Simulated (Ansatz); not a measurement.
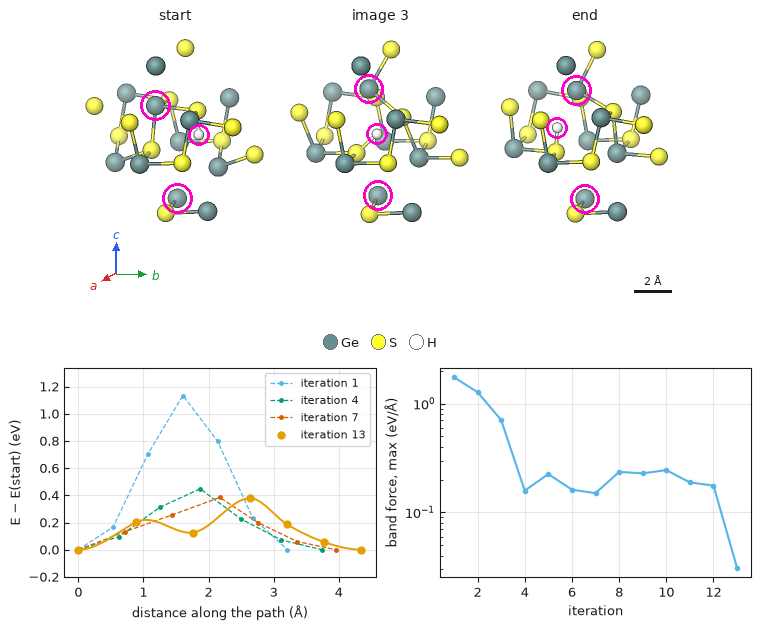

A search for the minimum-energy path of a defect cell of composition Ge8HS8 (cell charge +1) (17 atoms in the cell) by the nudged elastic band. Images are numbered from 0 (start) to 6 (end). The plot follows the band through its iterations. The picture is a ball-and-stick view of the atoms within 5.0 Å of the middle of the path, seen slightly off an axis. The atoms that move most are ringed. Bonds to atoms that aren't drawn are left out.

All numbers below come from DFT PBE, scalar-relativistic, plane waves, PAW (Ansatz). Settings: plane-wave cutoff 420 eV; k-point mesh 3 × 3 × 2; Gaussian smearing 0.02 eV; 5 movable images; climbing image.

### How did the profile develop, and is the result final?

The run is converged, with reservations. The band converged in 13 iterations. The largest component of the band force went from 1.7 to 0.031 eV/Å. The climbing image converged on the top of the path. Its curvatures weren't checked. The first iteration put the highest image at 1.13 eV. The two ends have the same energy, and the highest point, image 3, lies 0.38 eV above the start. The profile has 2 maxima (images 1, 3) with a dip at image 2 (+0.13 eV), so the process runs in steps.

Limits of the set-up: the periodic images lie only 5.8 Å apart, so the values are limited by the cell's size; the cell is charged, on a uniform background, and energies carry no finite-size correction.
